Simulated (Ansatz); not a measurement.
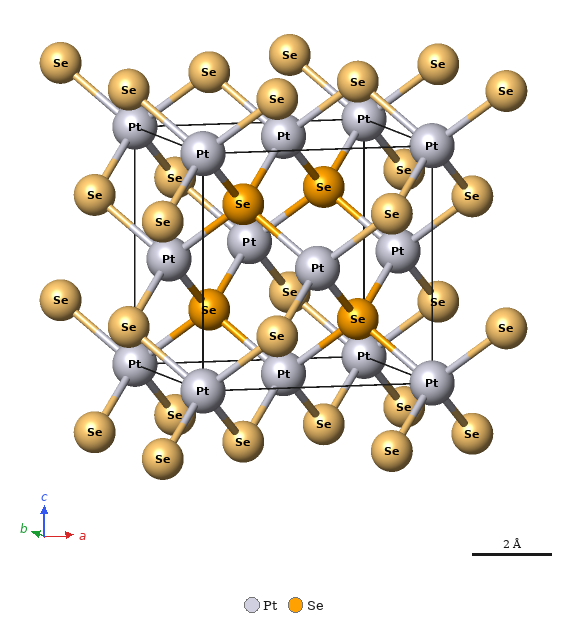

**Figure 1.** The structure as given in the input (ball-and-stick view of the cell 4 times as large as that of the calculation, set on its symmetry axes, seen slightly off an axis; neighbours outside the cell are drawn fainter). An atom can appear more than once, as a periodic image.

Single-point calculation of PtSe (part 1 of 3)

- system: PtSe (F-43m, 2 atoms in the cell)
- method: DFT PBE+U+J, scalar-relativistic, plane waves, PAW, U = 7 eV, J = 0.9 eV on Pt atom 1 d, spin-polarised (Ansatz 0.2.0)

The structure was built on a prototype by a generator; it need not be a known phase. It belongs to a series of runs on one base structure; here: random orbitals: harmonics, high filling. Figures and captions count atoms from 1; the log counts them from 0 in places.

### The input
```yaml
crystal:
  lattice:
    - [0.0, 3.03744723, 3.03744723]
    - [3.03744723, 0.0, 3.03744723]
    - [3.03744723, 3.03744723, 0.0]
  atoms:
    - { symbol: Pt, position: [0.0, 0.0, 0.0], spin: 2.0 }
    - { symbol: Se, position: [0.25, 0.25, 0.25] }
basis:
  ecutwfc: 420
  ecutrho_ratio: 4
kpoints:
  mp_grid: { grid: [5, 5, 5] }
hamiltonian:
  xc: pbe
  hubbard:
    sites:
      - { site: 0, l: d, u: 7.0, j: 0.9, starting_ns: [{ spin: up, occupation_matrix: s0up }, { spin: down, occupation_matrix: s0down }] }
    occupation_matrices:
      s0up:
        matrix:
          - [0.97, 0.0, 0.0, 0.0, 0.0]
          - [0.0, 0.97, 0.0, 0.0, 0.0]
          - [0.0, 0.0, 0.97, 0.0, 0.0]
          - [0.0, 0.0, 0.0, 0.97, 0.0]
          - [0.0, 0.0, 0.0, 0.0, 0.97]
      s0down:
        matrix:
          - [0.97, 0.0, 0.0, 0.0, 0.0]
          - [0.0, 0.02, 0.0, 0.0, 0.0]
          - [0.0, 0.0, 0.97, 0.0, 0.0]
          - [0.0, 0.0, 0.0, 0.02, 0.0]
          - [0.0, 0.0, 0.0, 0.0, 0.97]
    ns_hold: until_converged
scf:
  occupations: { method: gaussian, width: 0.05 }
  lower_state_search: "off"
  max_iter: 150
output:
  forces: true
  stress: true
  eigenvalues: true
  populations: true
  hubbard: { sites: [{ site: 0, l: d }] }
  write_density: true
  write_potential: true
  elf: true
  volumetric_format: npy
magnetization:
  spin_polarized: true
```

Launch command:
```bash
ansatz run input.yaml --threads 2 --pin off --max-ram 3072MiB --backend cpu --events-out ev --progress --plain --runs-dir out
```

### The program's output
```
Warning: crystal.symmetry: narrowed to the stabiliser of the occupation matrices — unitary ops 24 → 4; lowered by the specified shell (site 0, l: d); largest admitted image defect 4.4e-16, smallest excluded 7.1e-1 — at a splitting's scale: the group the occupation matrices' own texture admits
Pt: projections on atomic orbitals take those of the free atom [Kr 4d10 4f14] 5s2 5p6 5d9 6s1, of charge +0.00 (hamiltonian.pseudopotentials.projection_atoms); the dataset's partial waves leave at most 9.1e-5 of an orbital's norm unspanned inside its sphere
Se: projections on atomic orbitals take those of the free atom [Ar] 3d10 4s2 4p4, of charge +0.00 (hamiltonian.pseudopotentials.projection_atoms); the dataset's partial waves leave at most 2.3e-6 of an orbital's norm unspanned inside its sphere
Engine: ansatz 0.2.0, x86_64-unknown-linux-gnu
Pseudopotentials: kind: paw
Pseudopotential: Pt, paw, valence charge 18, recommended cutoff 420 eV (normal), Pt.paw.azcp
Pseudopotential: Se, paw, valence charge 16, recommended cutoff 420 eV (normal), Se.paw.azcp
Functional definition: PBE
  parameter kappa = 0.804
  parameter beta = 0.06672455060314922
  exchange = pbe_x(kappa = kappa, mu = beta*pi^2/3)
  correlation = pbe_c(beta = beta)
Crystal: 2 atoms, lattice volume = 56.047 Å³
Basis set: ecut = 420 eV, 1067 PW (Γ), exchange–correlation on 60×60×60 points (8 copies of the dense FFT grid, shifted against one another)
Bands: 22, of which v1, the nominal top of the filled ones, is band 17 counted from 1 (16 counted from 0)
Symmetry: 4 space group operations
k-points: 27 of 125 (time reversal used)
Non-local potential: Pt, projectors of the file, l = 0: 3, l = 1: 2, l = 2: 2, l = 3: 1
Non-local potential: Se, projectors of the file, l = 0: 2, l = 1: 2, l = 2: 3, l = 3: 1
PAW form: soft (Blöchl's): semilocal exchange-correlation on the pseudo side does not see the compensation charge
PAW one-centre angular grid: Pt, 590 points (default); XC on 64 Gauss nodes
PAW one-centre angular grid: Se, 590 points (default); XC on 64 Gauss nodes
Initial density: superposition of atomic densities (chi_scale 0.1, normalization cell)
Starting moments: Σ|m| = 2 μB on 1 of 2 sites
Initial wavefunctions: pseudopotential atomic-orbital guess
Functional: x = pbe(κ = 0.804, μ = 0.2195149727645171), c = pbe(β = 0.06672455060314922)
```
